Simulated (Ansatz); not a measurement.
# Run report: MoTe$_{2}$, geometry relaxation (part 1 of 2)

MoTe$_{2}$ (P6₃/mmc, 6 atoms in the cell), computed with DFT PBE+D3(BJ), scalar-relativistic, plane waves, PAW, no spin polarisation (Ansatz 0.2.0).

The structure derives from an entry of the Crystallography Open Database. Figures and captions count atoms from 1; the log counts them from 0 in places.

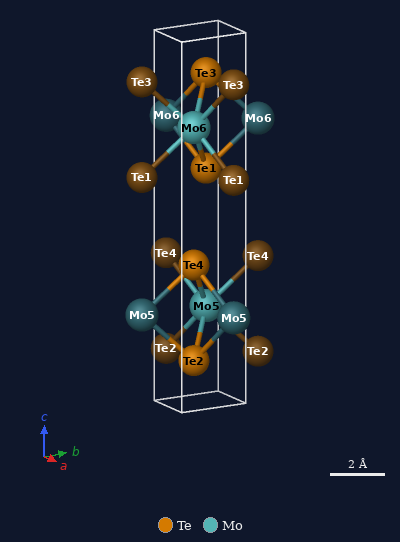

The input geometry (ball-and-stick view of the cell of the calculation, seen slightly off an axis; neighbours outside the cell are drawn fainter; atoms are numbered from 1 in the order of the input). An atom can appear more than once, as a periodic image. Near neighbours in the periodic cell (some may lie outside the picture): Te has 3 Mo at 2.72 Å; Mo has 6 Te at 2.72 Å.

Key numbers:

```csv
quantity,value
outcome,converged
space group (tolerance 0.01 Å),P6₃/mmc (194)
electrons treated,92
free energy,−37836.6380 eV
Fermi energy,13.419 eV
gap on the k-point mesh,0.65 eV
pressure,−0.01 GPa
final volume,145.05 Å³
largest force (length of the vector) at the end,0.005 eV/Å
final cell,"a = 3.496 Å, b = 3.496 Å, c = 13.701 Å, α = 90.00°, β = 90.00°, γ = 120.00°"
hardware,"4 threads of Intel Xeon @ 2.50GHz (Skylake/Cascade Lake), 32 GiB of memory available, shared host"
wall time,52 s (CPU time 3.2 min)
peak memory,0.75 GiB
```

Input:
```yaml
crystal:
  lattice:
    - [3.5181997508, 0.0, 0.0]
    - [-1.7590998754, 3.0468503597, 0.0]
    - [0.0, 0.0, 13.9736]
  atoms:
    - { symbol: Te, position: [0.3333333333, 0.6666666667, 0.621] }
    - { symbol: Te, position: [0.6666666667, 0.3333333333, 0.121] }
    - { symbol: Te, position: [0.3333333333, 0.6666666667, 0.879] }
    - { symbol: Te, position: [0.6666666667, 0.3333333333, 0.379] }
    - { symbol: Mo, position: [0.3333333333, 0.6666666667, 0.25] }
    - { symbol: Mo, position: [0.6666666667, 0.3333333333, 0.75] }
basis:
  ecutwfc: 420
kpoints:
  mp_grid: { grid: [12, 12, 2] }
hamiltonian:
  xc: pbe
  dispersion: d3bj
scf:
  occupations: { method: gaussian, width: 0.02 }
output:
  forces: true
  stress: true
  eigenvalues: true
  write_density: true
  write_potential: true
  elf: true
  volumetric_format: npy
relax:
  adjacent_minimum: "off"
  f_tol: 0.005
  max_steps: 80
  cell: { stress_tol: 0.05 }
```

Run as:
```bash
ansatz run input.yaml --threads 4 --pin off --max-ram 10240MiB --backend cpu --events-out ev --progress --plain --runs-dir out
```

Log:
```
Engine: ansatz 0.2.0, x86_64-unknown-linux-gnu
Pseudopotentials: kind: paw
Pseudopotential: Te, paw, valence charge 16, recommended cutoff 420 eV (normal), Te.paw.azcp
Pseudopotential: Mo, paw, valence charge 14, recommended cutoff 420 eV (normal), Mo.paw.azcp
Functional definition: PBE
  parameter kappa = 0.804
  parameter beta = 0.06672455060314922
  exchange = pbe_x(kappa = kappa, mu = beta*pi^2/3)
  correlation = pbe_c(beta = beta)
Crystal: 6 atoms, lattice volume = 149.789 Å³
Basis set: ecut = 420 eV, 2909 PW (Γ), exchange–correlation on 48×48×192 points (8 copies of the dense FFT grid, shifted against one another)
Bands: 56, of which v1, the nominal top of the filled ones, is band 46 counted from 1 (45 counted from 0)
Symmetry: 24 space group operations
Space group: P63/mmc (ITA 194), of the structure as read, at distance tolerance 5.3e-5 Å
k-points: 38 of 288
Non-local potential: Te, projectors of the file, l = 0: 2, l = 1: 2, l = 2: 2, l = 3: 2
Non-local potential: Mo, projectors of the file, l = 0: 3, l = 1: 2, l = 2: 2, l = 3: 1
PAW form: soft (Blöchl's): semilocal exchange-correlation on the pseudo side does not see the compensation charge
PAW one-centre angular grid: Te, 590 points (default); XC on 64 Gauss nodes
PAW one-centre angular grid: Mo, 590 points (default); XC on 64 Gauss nodes
Initial density: superposition of atomic densities (neutral atoms: chi_scale 0, normalization atom), corrected by the library's trained network
Initial wavefunctions: pseudopotential atomic-orbital guess
Functional: x = pbe(κ = 0.804, μ = 0.2195149727645171), c = pbe(β = 0.06672455060314922)
SCF iter   1: F=—  HF=-37836.602429 eV  |F-HF|=—  |Δ(HF+E_count)|=         —  Δρ=4.19e-3  dr2=8.78e-3  ethr=1.77e-3  ⟨swp⟩=7.9  Hψ=8352  notcnv=0  defer=3
preconditioner: auto → Resta (q_TF=auto, 2.515 Å⁻¹)  ε∞=6.9  [insulator: Δε(μ)=0.767 eV  Ē_g=7.480 eV  σ=0.020 eV  W_gap=1.00  n_scr=52 (ndim 8)  ℏωp=18.2 eV  f_vac=0.021  D(μ)=0.00/eV (n_scr^D=0)  ε∞_Penn≈6.9]
SCF iter   2: F=—  HF=-37836.610650 eV  |F-HF|=—  |Δ(HF+E_count)|=   8.22e-3  Δρ=2.48e-3  dr2=3.04e-3  ethr=9.54e-6  ⟨swp⟩=2.0  Hψ=3431  notcnv=0  defer=104
SCF iter   3: F=—  HF=-37836.614766 eV  |F-HF|=—  |Δ(HF+E_count)|=   4.12e-3  Δρ=1.01e-3  dr2=2.77e-3  ethr=3.31e-6  ⟨swp⟩=2.0  Hψ=2892  notcnv=0  defer=104
SCF iter   4: F=—  HF=-37836.614920 eV  |F-HF|=—  |Δ(HF+E_count)|=   1.53e-4  Δρ=1.25e-4  dr2=1.93e-5  ethr=3.01e-6  ⟨swp⟩=2.0  Hψ=2397  notcnv=0  defer=104
SCF iter   5: F=—  HF=-37836.615002 eV  |F-HF|=—  |Δ(HF+E_count)|=   8.24e-5  Δρ=5.23e-5  dr2=4.52e-6  ethr=2.10e-8  ⟨swp⟩=2.4  Hψ=3279  notcnv=0  defer=104
SCF iter   6: F=—  HF=-37836.615012 eV  |F-HF|=—  |Δ(HF+E_count)|=   9.87e-6  Δρ=1.30e-5  dr2=3.17e-7  ethr=4.91e-9  ⟨swp⟩=2.0  Hψ=2702  notcnv=0  defer=104
SCF iter   7: F=-37836.615013 eV  HF=-37836.615013 eV  |F-HF|=1.69e-8  |Δ(HF+E_count)|=   3.70e-7  Δρ=4.23e-6  dr2=3.45e-8  ethr=1.09e-10  ⟨swp⟩=14.8  Hψ=14683  notcnv=0
SCF 1 converged in 7 iterations: F = -37836.615013 eV  dr2 = 3.45e-8
  greatest PAW one-centre occupation: 0.998 electrons in one spin orbital (limit 2), on the Mo atom at site 5 (counted from 0), in its partial waves of l = 0
relax step   1: F+E_penalty+E_count = -37836.61501254 eV  Δ(F+E_penalty+E_count) = +0.000e0 eV  max|allowed force component| = 1.664e-1 eV/Å  Δτ_max = 0.0000 Å  P = -0.529 GPa  Ω = 149.789 Å³  (7 SCF iters, dr2 threshold 1.00e-7 eV, accepted)
Crystal: 6 atoms, lattice volume = 134.934 Å³
Basis set: ecut = 420 eV, 2625 PW (Γ), exchange–correlation on 48×48×192 points (8 copies of the dense FFT grid, shifted against one another)
Initial density: handed on by an earlier stage of this run
Initial wavefunctions: those handed on with the density
iter 1 solved again at ethr=1.40e-4 eV; its pass at ethr=3.10e-3 eV (dr2=1.29e-1 eV) is discarded
SCF iter   1: F=—  HF=-37836.439380 eV  |F-HF|=—  |Δ(HF+E_count)|=         —  Δρ=9.93e-3  dr2=1.31e-1  ethr=1.40e-4  ⟨swp⟩=2.1  Hψ=10821  notcnv=0
preconditioner: auto → Resta (q_TF=auto, 2.560 Å⁻¹)  ε∞=7.2  [insulator: Δε(μ)=0.349 eV  Ē_g=7.681 eV  σ=0.020 eV  W_gap=1.00  n_scr=52 (ndim 8)  ℏωp=19.2 eV  f_vac=0.000  D(μ)=0.00/eV (n_scr^D=0)  ε∞_Penn≈7.2]
SCF iter   2: F=—  HF=-37836.418024 eV  |F-HF|=—  |Δ(HF+E_count)|=   2.14e-2  Δρ=5.75e-3  dr2=4.59e-2  ethr=1.40e-4  ⟨swp⟩=2.1  Hψ=2519  notcnv=0
SCF iter   3: F=—  HF=-37836.411009 eV  |F-HF|=—  |Δ(HF+E_count)|=   7.01e-3  Δρ=7.76e-4  dr2=1.06e-3  ethr=4.99e-5  ⟨swp⟩=2.5  Hψ=3073  notcnv=0
SCF iter   4: F=—  HF=-37836.411084 eV  |F-HF|=—  |Δ(HF+E_count)|=   7.47e-5  Δρ=2.06e-4  dr2=8.03e-5  ethr=1.15e-6  ⟨swp⟩=1.7  Hψ=2487  notcnv=0
SCF iter   5: F=—  HF=-37836.411088 eV  |F-HF|=—  |Δ(HF+E_count)|=   4.20e-6  Δρ=5.67e-5  dr2=8.91e-6  ethr=8.73e-8  ⟨swp⟩=2.6  Hψ=3413  notcnv=0
SCF iter   6: F=-37836.411090 eV  HF=-37836.411089 eV  |F-HF|=3.01e-7  |Δ(HF+E_count)|=   1.46e-6  Δρ=1.69e-5  dr2=5.80e-7  ethr=6.52e-10  ⟨swp⟩=9.5  Hψ=15195  notcnv=0
SCF 2 converged in 6 iterations: F = -37836.411090 eV  dr2 = 5.80e-7
relax step   2: F+E_penalty+E_count = -37836.41108956 eV  Δ(F+E_penalty+E_count) = +2.039e-1 eV  max|allowed force component| = 8.421e-1 eV/Å  Δτ_max = 0.1719 Å  P = +1.339 GPa  Ω = 134.934 Å³  energy of the carried Pulay correction = +3.065e-3 eV  (6 SCF iters, dr2 threshold 6.00e-7 eV, rejected (line search))
Crystal: 6 atoms, lattice volume = 146.477 Å³
Basis set: ecut = 420 eV, 2837 PW (Γ), exchange–correlation on 48×48×192 points (8 copies of the dense FFT grid, shifted against one another)
iter 1 solved again at ethr=1.09e-4 eV; its pass at ethr=3.10e-3 eV (dr2=1.01e-1 eV) is discarded
SCF iter   1: F=—  HF=-37836.657246 eV  |F-HF|=—  |Δ(HF+E_count)|=         —  Δρ=7.90e-3  dr2=1.02e-1  ethr=1.09e-4  ⟨swp⟩=2.2  Hψ=10477  notcnv=0
preconditioner: auto → Resta (q_TF=auto, 2.525 Å⁻¹)  ε∞=7.1  [insulator: Δε(μ)=0.737 eV  Ē_g=7.482 eV  σ=0.020 eV  W_gap=1.00  n_scr=52 (ndim 8)  ℏωp=18.4 eV  f_vac=0.014  D(μ)=0.00/eV (n_scr^D=0)  ε∞_Penn≈7.1]
SCF iter   2: F=—  HF=-37836.640769 eV  |F-HF|=—  |Δ(HF+E_count)|=   1.65e-2  Δρ=4.09e-3  dr2=3.48e-2  ethr=1.09e-4  ⟨swp⟩=2.2  Hψ=2897  notcnv=0
SCF iter   3: F=—  HF=-37836.637387 eV  |F-HF|=—  |Δ(HF+E_count)|=   3.38e-3  Δρ=2.48e-3  dr2=9.43e-3  ethr=3.78e-5  ⟨swp⟩=2.9  Hψ=2888  notcnv=0
SCF iter   4: F=—  HF=-37836.636241 eV  |F-HF|=—  |Δ(HF+E_count)|=   1.15e-3  Δρ=3.98e-4  dr2=2.65e-4  ethr=1.03e-5  ⟨swp⟩=2.0  Hψ=3009  notcnv=0
SCF iter   5: F=—  HF=-37836.636302 eV  |F-HF|=—  |Δ(HF+E_count)|=   6.12e-5  Δρ=1.22e-4  dr2=3.19e-5  ethr=2.88e-7  ⟨swp⟩=2.1  Hψ=2733  notcnv=0
SCF iter   6: F=—  HF=-37836.636362 eV  |F-HF|=—  |Δ(HF+E_count)|=   5.97e-5  Δρ=4.08e-5  dr2=6.59e-6  ethr=3.46e-8  ⟨swp⟩=2.0  Hψ=2790  notcnv=0
SCF iter   7: F=—  HF=-37836.636361 eV  |F-HF|=—  |Δ(HF+E_count)|=   1.16e-6  Δρ=8.77e-6  dr2=1.50e-7  ethr=7.16e-9  ⟨swp⟩=2.0  Hψ=2672  notcnv=0
SCF iter   8: F=—  HF=-37836.636361 eV  |F-HF|=—  |Δ(HF+E_count)|=   1.85e-7  Δρ=2.38e-6  dr2=9.91e-9  ethr=1.63e-10  ⟨swp⟩=2.0  Hψ=2812  notcnv=0
SCF iter   9: F=—  HF=-37836.636361 eV  |F-HF|=—  |Δ(HF+E_count)|=   7.67e-9  Δρ=5.17e-7  dr2=3.98e-10  ethr=1.08e-11  ⟨swp⟩=2.0  Hψ=2788  notcnv=0
SCF iter  10: F=-37836.636361 eV  HF=-37836.636361 eV  |F-HF|=0.00e0  |Δ(HF+E_count)|=  2.40e-10  Δρ=9.98e-8  dr2=1.73e-11  ethr=1.00e-12  ⟨swp⟩=7.4  Hψ=9943  notcnv=0
SCF 3 converged in 10 iterations: F = -37836.636361 eV  dr2 = 1.73e-11
relax step   3: F+E_penalty+E_count = -37836.63636108 eV  Δ(F+E_penalty+E_count) = -2.135e-2 eV  max|allowed force component| = 3.021e-3 eV/Å  Δτ_max = 0.0368 Å  P = -0.340 GPa  Ω = 146.477 Å³  energy of the carried Pulay correction = +6.566e-4 eV  (10 SCF iters, accepted)
Crystal: 6 atoms, lattice volume = 144.985 Å³
Basis set: ecut = 420 eV, 2835 PW (Γ), exchange–correlation on 48×48×192 points (8 copies of the dense FFT grid, shifted against one another)
iter 1 solved again at ethr=1.67e-6 eV; its pass at ethr=3.10e-3 eV (dr2=1.53e-3 eV) is discarded
SCF iter   1: F=—  HF=-37836.639193 eV  |F-HF|=—  |Δ(HF+E_count)|=         —  Δρ=9.67e-4  dr2=1.35e-3  ethr=1.67e-6  ⟨swp⟩=2.7  Hψ=11633  notcnv=0
preconditioner: auto → Resta (q_TF=auto, 2.529 Å⁻¹)  ε∞=7.0  [insulator: Δε(μ)=0.652 eV  Ē_g=7.532 eV  σ=0.020 eV  W_gap=1.00  n_scr=52 (ndim 8)  ℏωp=18.5 eV  f_vac=0.009  D(μ)=0.00/eV (n_scr^D=0)  ε∞_Penn≈7.0]
SCF iter   2: F=—  HF=-37836.638997 eV  |F-HF|=—  |Δ(HF+E_count)|=   1.95e-4  Δρ=5.59e-4  dr2=4.79e-4  ethr=1.47e-6  ⟨swp⟩=1.0  Hψ=2128  notcnv=0
SCF iter   3: F=—  HF=-37836.638947 eV  |F-HF|=—  |Δ(HF+E_count)|=   5.07e-5  Δρ=7.84e-5  dr2=1.28e-5  ethr=5.21e-7  ⟨swp⟩=2.1  Hψ=2552  notcnv=0
SCF iter   4: F=—  HF=-37836.638948 eV  |F-HF|=—  |Δ(HF+E_count)|=   1.70e-6  Δρ=2.57e-5  dr2=1.39e-6  ethr=1.39e-8  ⟨swp⟩=2.3  Hψ=2771  notcnv=0
iter 5 did not close the SCF: its close was put off for the readings that it lacked (scf_convergence_deferred on its scf_iter line)
SCF iter   5: F=-37836.638949 eV  HF=-37836.638949 eV  |F-HF|=1.41e-8  |Δ(HF+E_count)|=   6.17e-7  Δρ=7.23e-6  dr2=1.88e-7  ethr=1.51e-9  ⟨swp⟩=2.0  Hψ=2760  notcnv=0
SCF iter   6: F=-37836.638949 eV  HF=-37836.638949 eV  |F-HF|=8.05e-9  |Δ(HF+E_count)|=   9.49e-8  Δρ=1.82e-6  dr2=6.15e-9  ethr=2.05e-10  ⟨swp⟩=7.0  Hψ=12472  notcnv=0
SCF 4 converged in 6 iterations: F = -37836.638949 eV  dr2 = 6.15e-9
relax step   4: F+E_penalty+E_count = -37836.63894906 eV  Δ(F+E_penalty+E_count) = -2.588e-3 eV  max|allowed force component| = 2.283e-2 eV/Å  Δτ_max = 0.0158 Å  P = -0.059 GPa  Ω = 144.985 Å³  energy of the carried Pulay correction = +9.573e-4 eV  (6 SCF iters, dr2 threshold 6.00e-7 eV, accepted)
Crystal: 6 atoms, lattice volume = 145.051 Å³
iter 1 solved again at ethr=2.21e-8 eV; its pass at ethr=3.10e-3 eV (dr2=2.04e-5 eV) is discarded
SCF iter   1: F=—  HF=-37836.639007 eV  |F-HF|=—  |Δ(HF+E_count)|=         —  Δρ=1.01e-4  dr2=1.97e-5  ethr=2.21e-8  ⟨swp⟩=2.9  Hψ=9323  notcnv=0
preconditioner: auto → Resta (q_TF=auto, 2.529 Å⁻¹)  ε∞=7.0  [insulator: Δε(μ)=0.654 eV  Ē_g=7.530 eV  σ=0.020 eV  W_gap=1.00  n_scr=52 (ndim 8)  ℏωp=18.5 eV  f_vac=0.010  D(μ)=0.00/eV (n_scr^D=0)  ε∞_Penn≈7.0]
SCF iter   2: F=—  HF=-37836.639020 eV  |F-HF|=—  |Δ(HF+E_count)|=   1.23e-5  Δρ=5.01e-5  dr2=6.03e-6  ethr=2.14e-8  ⟨swp⟩=2.0  Hψ=2466  notcnv=0
SCF iter   3: F=—  HF=-37836.639019 eV  |F-HF|=—  |Δ(HF+E_count)|=   6.07e-7  Δρ=3.09e-5  dr2=1.35e-6  ethr=6.55e-9  ⟨swp⟩=2.0  Hψ=2299  notcnv=0
SCF iter   4: F=—  HF=-37836.639019 eV  |F-HF|=—  |Δ(HF+E_count)|=   1.90e-7  Δρ=1.36e-5  dr2=2.72e-7  ethr=1.47e-9  ⟨swp⟩=1.7  Hψ=2326  notcnv=0
SCF iter   5: F=-37836.639019 eV  HF=-37836.639019 eV  |F-HF|=7.41e-9  |Δ(HF+E_count)|=   5.77e-8  Δρ=3.11e-6  dr2=1.80e-8  ethr=6.80e-11  ⟨swp⟩=7.8  Hψ=13680  notcnv=0
SCF 5 converged in 5 iterations: F = -37836.639019 eV  dr2 = 1.80e-8
relax step   5: F+E_penalty+E_count = -37836.63901891 eV  Δ(F+E_penalty+E_count) = -6.985e-5 eV  max|allowed force component| = 4.839e-3 eV/Å  Δτ_max = 0.0015 Å  P = -0.016 GPa  Ω = 145.051 Å³  energy of the carried Pulay correction = +9.439e-4 eV  (5 SCF iters, dr2 threshold 6.26e-8 eV, accepted)
Initial wavefunctions: pseudopotential atomic-orbital guess (no wavefunctions were taken with the density)
iter 1 solved again at ethr=1.09e-7 eV; its pass at ethr=3.10e-3 eV (dr2=1.00e-4 eV) is discarded
SCF iter   1: F=—  HF=-37836.638025 eV  |F-HF|=—  |Δ(HF+E_count)|=         —  Δρ=4.54e-5  dr2=4.34e-7  ethr=1.09e-7  ⟨swp⟩=4.0  Hψ=14333  notcnv=0
preconditioner: auto → Resta (q_TF=auto, 2.529 Å⁻¹)  ε∞=7.0  [insulator: Δε(μ)=0.653 eV  Ē_g=7.530 eV  σ=0.020 eV  W_gap=1.00  n_scr=52 (ndim 8)  ℏωp=18.5 eV  f_vac=0.010  D(μ)=0.00/eV (n_scr^D=0)  ε∞_Penn≈7.0]
SCF iter   2: F=—  HF=-37836.638033 eV  |F-HF|=—  |Δ(HF+E_count)|=   8.05e-6  Δρ=2.32e-5  dr2=1.10e-7  ethr=4.71e-10  ⟨swp⟩=2.0  Hψ=3779  notcnv=0
SCF iter   3: F=—  HF=-37836.638034 eV  |F-HF|=—  |Δ(HF+E_count)|=   1.46e-7  Δρ=3.94e-6  dr2=6.30e-9  ethr=1.19e-10  ⟨swp⟩=2.1  Hψ=3835  notcnv=0
SCF iter   4: F=—  HF=-37836.638034 eV  |F-HF|=—  |Δ(HF+E_count)|=   4.66e-9  Δρ=1.07e-6  dr2=4.32e-9  ethr=6.85e-12  ⟨swp⟩=2.0  Hψ=2749  notcnv=0
SCF iter   5: F=—  HF=-37836.638034 eV  |F-HF|=—  |Δ(HF+E_count)|=  5.02e-10  Δρ=3.20e-7  dr2=1.94e-10  ethr=4.70e-12  ⟨swp⟩=2.0  Hψ=2280  notcnv=0
SCF iter   6: F=-37836.638034 eV  HF=-37836.638034 eV  |F-HF|=1.46e-11  |Δ(HF+E_count)|=  1.46e-11  Δρ=7.54e-8  dr2=1.68e-11  ethr=1.00e-12  ⟨swp⟩=6.5  Hψ=9152  notcnv=0
SCF 6 converged in 6 iterations: F = -37836.638034 eV  dr2 = 1.68e-11
relax step   6: F+E_penalty+E_count = -37836.63803353 eV  Δ(F+E_penalty+E_count) = +9.854e-4 eV  max|allowed force component| = 4.762e-3 eV/Å  Δτ_max = 0.0000 Å  P = -0.014 GPa  Ω = 145.051 Å³  stress off target by 3.73e-2 GPa  SCF on the basis re-selected at this cell (its energy is not comparable with the rows above)  (6 SCF iters)
```

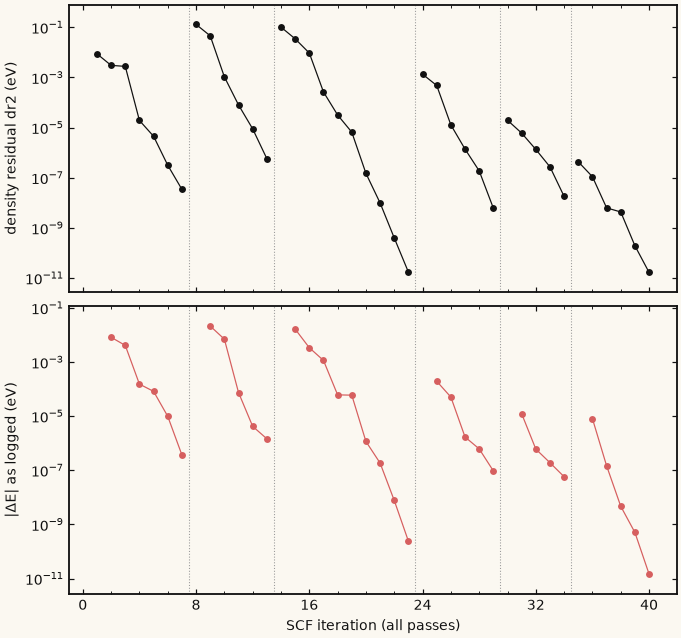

Convergence of the self-consistent field: density residual dr2 and size of the energy change against the SCF iteration. The dotted lines part the SCF passes of the relaxation: geometry steps, rejected trials and re-solves on a re-selected basis. The 6 passes take 5 to 10 iterations each, 40 in all.

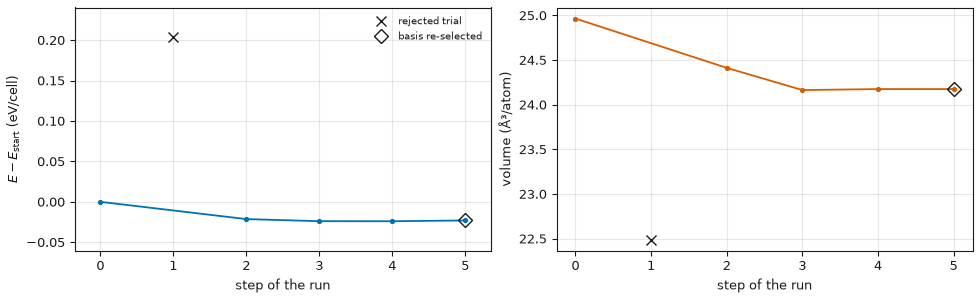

Progress of the relaxation, step by step (the first geometry is step 0 here and step 1 in the log).
